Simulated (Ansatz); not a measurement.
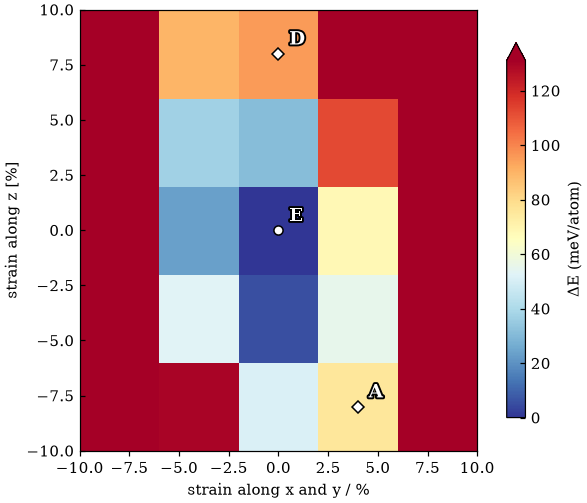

BAs (F-43m, No. 216; 2 atoms in the cell). 
- The cell is strained homogeneously, by one strain along x and y and another along z, with fractional coordinates fixed (x, y and z along the cube axes).
- First axis: strain along x and y. Second axis: strain along z.
- The grid has 5 × 5 points.
- Energies: meV/atom, counted from the lowest grid point.
- The reference cell is the one listed in the database, not relaxed at this level.
- Method: Ansatz, DFT LDA, scalar-relativistic, plane waves, PAW. Settings: cutoff 420 eV, k-mesh 10×10×10, gaussian smearing 0.05 eV, no spin polarisation.

The picture shows one coloured cell a grid point, one colour for all values above the top of the scale, lettered points.

Rank the lettered points by energy, lowest first.

E (0 meV/atom), A (76 meV/atom), D (95 meV/atom).
